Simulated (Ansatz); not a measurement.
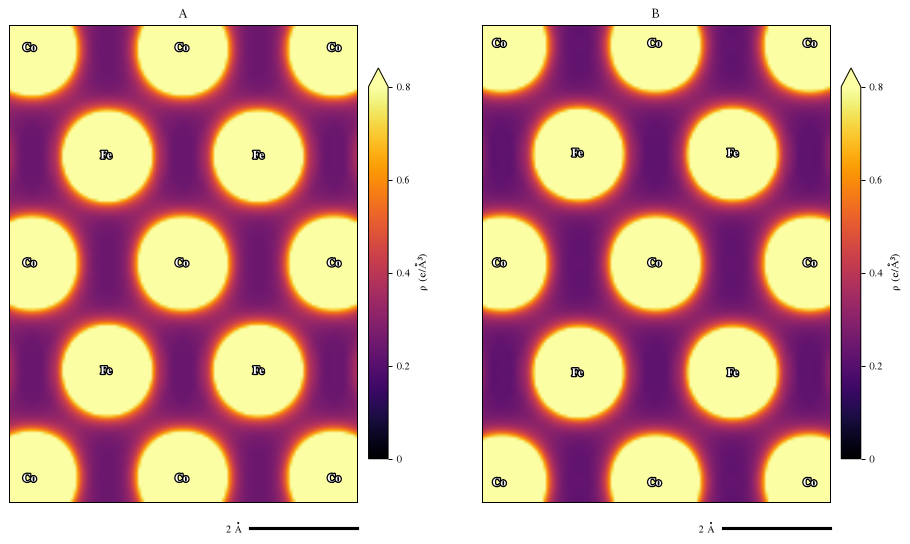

FeCo. The valence pseudo-density of two cells that differ in size, on the (011) plane of each (indices in the axes of the calculation cell), at one length scale and on one colour scale: B has 12.4 Å³ an atom and A 11.7.

Method: Kohn-Sham DFT of a periodic cell, PBE, Ansatz PAW in Ansatz 0.2.0.

In a PAW calculation such maps are meaningful between the atoms, not at the nuclei.

**What changes from the larger cell to the smaller?**

From the larger cell to the smaller, Fe–Co goes from 2.52 to 2.47 Å, and the density at its midpoint from 0.31 to 0.34 e/Å³; the pressure goes from −11 to −2.5 GPa; the largest moment (Fe) goes from 2.9 to 2.8 μB.
